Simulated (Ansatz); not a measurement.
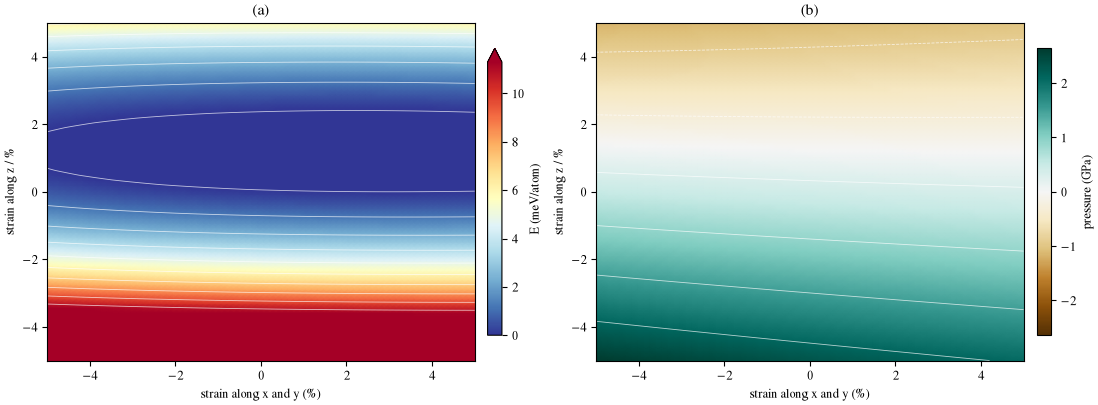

H (P6_3/mmc, No. 194; 4 atoms in the cell). 
- The cell is strained homogeneously, by one strain along x and y and another along z, with fractional coordinates fixed (x along [1 0 0], z along [0 0 1] of the conventional cell).
- First axis: strain along x and y. Second axis: strain along z.
- The scan uses a 5 × 5 grid.
- Energies: meV/atom, counted from the lowest grid point.
- The reference cell is the one listed in the database, not relaxed at this level.
- Computed with Ansatz, DFT PBE, scalar-relativistic, plane waves, PAW. Settings: cutoff 420 eV, k-mesh 9×9×6 in the order of the run's cell vectors, gaussian smearing 0.05 eV, no spin polarisation.

Panel (a) is the energy; panel (b) is the computed pressure, in GPa.

In the figure: a smooth colour map with a few white contour lines, one colour for all values above the top of the scale. Between grid points the surface is interpolated.

**How does the pressure vary over the map, and what is it at the lowest grid point?**

It runs from −1.16 GPa at strain along x and y = −5.0 %, strain along z = 5.0 % to 2.64 GPa at strain along x and y = −5.0 %, strain along z = −5.0 %. At the lowest grid point, strain along x and y = 2.5 %, strain along z = 0.0 %, it is 0.37 GPa.
